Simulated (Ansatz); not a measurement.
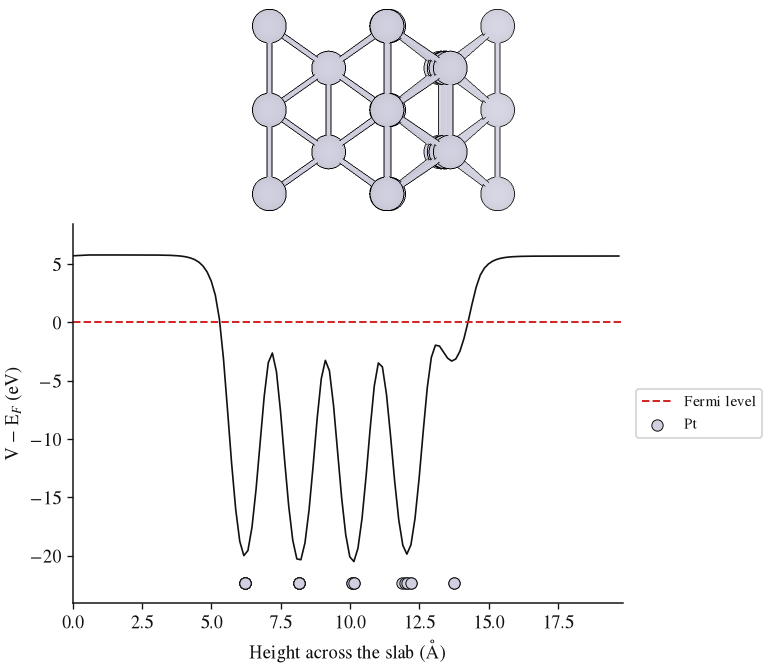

Plane-averaged electrostatic potential energy of an electron across the slab; circles at the bottom mark the heights of the atoms (positions after relaxation). The structure is drawn too.

The material is Pt (slab), 26 atoms in the cell.

Computed with Ansatz: DFT PBEsol, scalar-relativistic, plane waves, PAW, no spin polarisation, 2×12×1 k mesh, 420 eV cutoff.

> What is the work function?

The work function is 5.69 eV at the right face and 5.79 eV at the left.

> Do the two faces differ, and what does that say about the slab's dipole?

The vacuum levels differ by 0.10 eV, so the slab carries a dipole along its normal. Some atoms were held fixed in the relaxation, which can itself make the faces differ.

> How thick are slab and vacuum?

The outermost atoms are 7.5 Å apart, which leaves 12.3 Å of vacuum in a cell 19.8 Å high.

Spin-orbit coupling is left out, which matters for Pt.
